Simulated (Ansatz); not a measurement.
A series of calculations on TaSi2

## 1. Relaxation

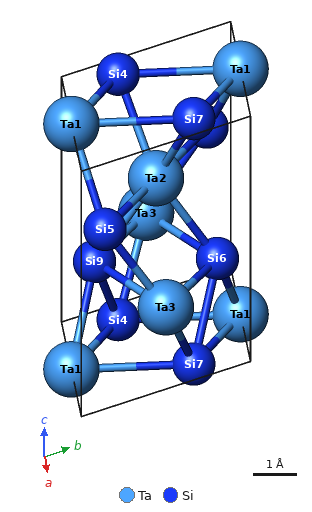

Solid TaSi$_{2}$ (set up in P6_422), before the relaxation. A ball-and-stick model of the cell of the calculation, seen from a free direction.

Case: biaxial strain in the a-b plane of +2.0 %; c and atoms relaxed.

Computed with Ansatz 0.2.0, DFT r2SCAN, scalar-relativistic, plane waves, PAW.

Input file:
```yaml
crystal:
  lattice:
    - [4.8755668885, 0.0, 0.0]
    - [-2.4377834442, 4.2223647833, 0.0]
    - [0.0, 0.0, 6.476098334]
  atoms:
    - { symbol: Ta, position: [0.5, 0.0, 0.0] }
    - { symbol: Ta, position: [0.5, 0.5, 0.6666666667] }
    - { symbol: Ta, position: [0.0, 0.5, 0.3333333333] }
    - { symbol: Si, position: [0.1582725698, 0.3165451396, 0.0] }
    - { symbol: Si, position: [0.8417274302, 0.1582725698, 0.6666666667] }
    - { symbol: Si, position: [0.6834548604, 0.8417274302, 0.3333333333] }
    - { symbol: Si, position: [0.8417274302, 0.6834548604, 0.0] }
    - { symbol: Si, position: [0.1582725698, 0.8417274302, 0.6666666667] }
    - { symbol: Si, position: [0.3165451396, 0.1582725698, 0.3333333333] }
basis:
  ecutwfc: 500
kpoints:
  mp_grid: { grid: [12, 12, 6] }
hamiltonian:
  xc: r2scan
scf:
  occupations: { method: gaussian, width: 0.1 }
output:
  forces: true
  stress: true
  eigenvalues: true
relax:
  adjacent_minimum: "off"
  f_tol: 0.008
  max_steps: 40
  cell: { stress_tol: 0.015, fix: [a, b, gamma] }
```

Launched with:
```bash
ansatz run input.yaml --threads 2 --pin off --max-ram 5120MiB --backend cpu --events-out ev --progress --plain --runs-dir out
```

Q: Where does the relaxation end?

A: The largest moves relative to the cell, 0.007 Å, are those of Si4, Si5, Si6, Si7, Si8 and Si9. Si9 goes along [−2 −1 0]. Ta stays in place. The volume changes by +0.4 %, with a = b unchanged at 4.876 Å, c 6.476 → 6.505 Å (+0.4 %). Some distances before and after: Ta1–Si5 2.597 → 2.607 Å, Ta1–Si4 2.886 → 2.892 Å, Ta1–Ta2 3.256 → 3.263 Å, Si4–Si5 2.539 → 2.544 Å. The space group stays P6_422 (No. 181). Over 3 accepted moves (4 points after the start) the energy falls by 0.7 meV per atom. The largest force component goes from 0.094 to 0.00054 eV/Å. The pressure goes from −4.07 to −5.03 GPa. The SCF was repeated once at an unchanged geometry on a basis and grid sized afresh for the cell, which shifted the energy by less than 0.05 meV per atom at most. Cost: 6.6 min on 2 threads of AMD EPYC (Zen 3) (shared host), peak memory 0.88 GiB.

## 2. Relaxation

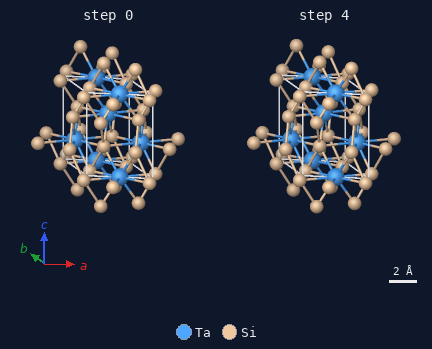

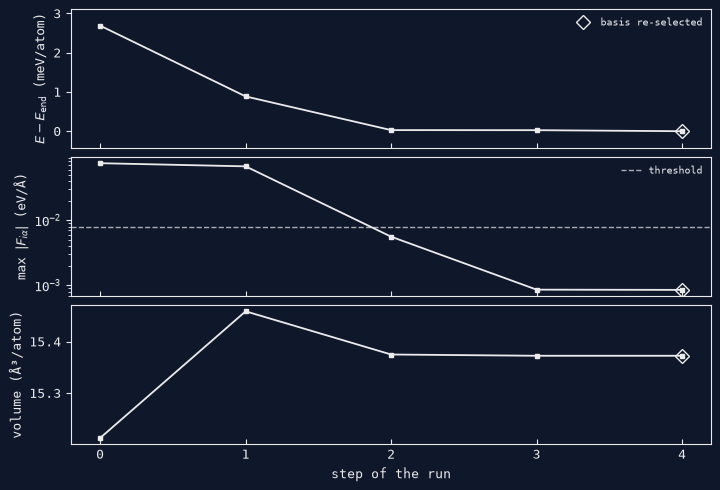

First and last geometry of a relaxation of solid TaSi$_{2}$ (set up in P6_422), with the history of the run. The picture is a ball-and-stick view of the cell of the calculation, seen slightly off an axis.

Case: biaxial strain in the a-b plane of +4.0 %; c and atoms relaxed.

Level of theory: Ansatz, DFT r2SCAN, scalar-relativistic, plane waves, PAW.

Input
```yaml
crystal:
  lattice:
    - [4.9711662392, 0.0, 0.0]
    - [-2.4855831196, 4.3051562496, 0.0]
    - [0.0, 0.0, 6.3974412692]
  atoms:
    - { symbol: Ta, position: [0.5, 0.0, 0.0] }
    - { symbol: Ta, position: [0.5, 0.5, 0.6666666667] }
    - { symbol: Ta, position: [0.0, 0.5, 0.3333333333] }
    - { symbol: Si, position: [0.1574935445, 0.314987089, 0.0] }
    - { symbol: Si, position: [0.8425064555, 0.1574935445, 0.6666666667] }
    - { symbol: Si, position: [0.685012911, 0.8425064555, 0.3333333333] }
    - { symbol: Si, position: [0.8425064555, 0.685012911, 0.0] }
    - { symbol: Si, position: [0.1574935445, 0.8425064555, 0.6666666667] }
    - { symbol: Si, position: [0.314987089, 0.1574935445, 0.3333333333] }
basis:
  ecutwfc: 500
kpoints:
  mp_grid: { grid: [12, 12, 6] }
hamiltonian:
  xc: r2scan
scf:
  occupations: { method: gaussian, width: 0.1 }
output:
  forces: true
  stress: true
  eigenvalues: true
relax:
  adjacent_minimum: "off"
  f_tol: 0.008
  max_steps: 40
  cell: { stress_tol: 0.015, fix: [a, b, gamma] }
```

Launched with:
```bash
ansatz run input.yaml --threads 2 --pin off --max-ram 5120MiB --backend cpu --events-out ev --progress --plain --runs-dir out
```

> Did the run converge, and what did it change?

It converged. After 3 accepted moves (4 points after the start) the energy has fallen by 2.7 meV per atom. The largest force component goes from 0.075 to 0.00086 eV/Å. The pressure goes from −7.08 to −9.25 GPa. The SCF was repeated once at an unchanged geometry on a basis and grid sized afresh for the cell, which shifted the energy by less than 0.05 meV per atom at most. The largest moves relative to the cell, 0.005 Å, are those of Si4, Si5, Si6, Si7, Si8 and Si9. Si9 goes along [−2 −1 0]. Ta stays in place. The drawn cell changes as follows: a = b unchanged at 4.971 Å, c 6.397 → 6.465 Å (+1.0 %); the volume changes by +1.0 %. Among the contacts that change: Ta1–Si5 2.594 → 2.613 Å, Si4–Si5 2.527 → 2.544 Å, Ta1–Ta2 3.275 → 3.290 Å, Ta1–Si4 2.949 → 2.954 Å. The space group stays P6_422 (No. 181).

| step | E − E(0), meV/atom | largest force component, eV/Å | pressure, GPa | volume, Å³/atom | note |
| --- | --- | --- | --- | --- | --- |
| 0 | 0.00 | 0.0751 | -7.08 | 15.213 |  |
| 1 | -1.80 | 0.0672 | -10.35 | 15.459 |  |
| 2 | -2.66 | 0.0056 | -9.28 | 15.375 |  |
| 3 | -2.66 | 0.0009 | -9.25 | 15.373 |  |
| 4 | -2.69 | 0.0009 | -9.25 | 15.373 | same geometry, new basis |

## 3. Series

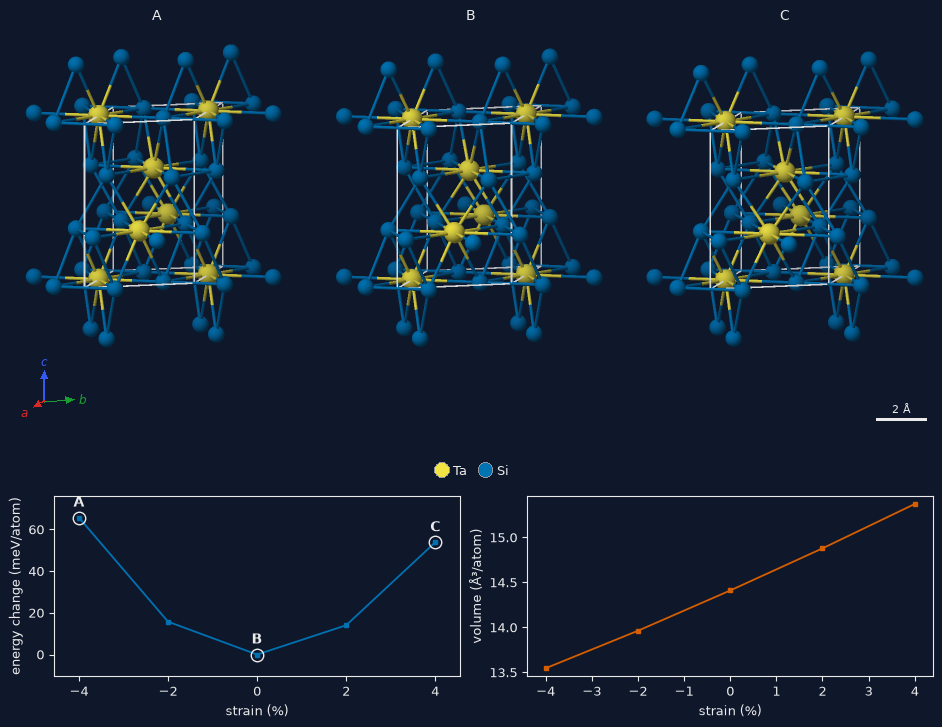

Members of a series of calculations on crystalline TaSi2 (set up in P6_422), marked on the first curve. Style: ball-and-stick. Shown: the cell of the calculation, slightly off an axis.

Computed with Ansatz, DFT r2SCAN, scalar-relativistic, plane waves, PAW. (plane-wave cutoff 500 eV; k-point mesh 12 × 12 × 6; occupations gaussian; smearing width 0.1 eV; no spin polarisation)

Question: Describe the series.

Answer: Biaxial strain in the a–b plane, c and atoms relaxed. A (strain −4.0 %): energy change 65.7 meV/atom, volume 13.55 Å³ per atom. B (strain 0.0 %): energy change 0.0 meV/atom, volume 14.41 Å³ per atom. C (strain 4.0 %): energy change 53.8 meV/atom, volume 15.37 Å³ per atom. The rest compares A with C. Cell: a = b 4.589 → 4.971 Å (+8.3 %), c 6.686 → 6.465 Å (−3.3 %). Volume +13.5 %. Near-neighbour distances before and after: Si–Ta 2.699 → 2.954 Å, Si–Ta 2.625 → 2.829 Å, Si–Si 2.551 → 2.703 Å.
